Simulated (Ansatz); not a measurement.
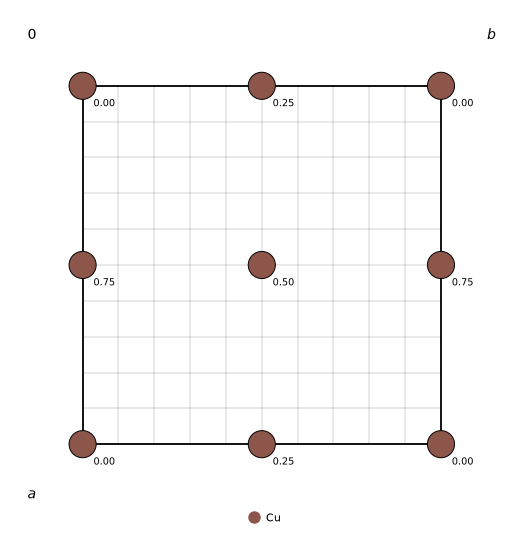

Plan of a unit cell projected along c (a down the page, b across); the numbers are heights as fractions of c, and atoms on the cell's edges are repeated. The grid marks tenths of a and b. Source: the geometry relaxed with Ansatz, DFT PBEsol, scalar-relativistic, plane waves, PAW; the starting structure was generated, so it need not be a known form of this composition. All values are computed from the atomic coordinates in the standard setting (tolerance 0.002 Å).

a = 4.554 Å, b = 4.554 Å, c = 2.400 Å, α = 90.00°, β = 90.00°, γ = 90.00°.

What does the cell contain?

Answer. 4 Cu: Cu, Z = 4.

Give the fractional coordinates of all atoms, to two places.

Answer.
```tsv
atom	x	y	z
Cu	0.00	0.00	0.00
Cu	0.00	0.50	0.25
Cu	0.50	0.50	0.50
Cu	0.50	0.00	0.75
```
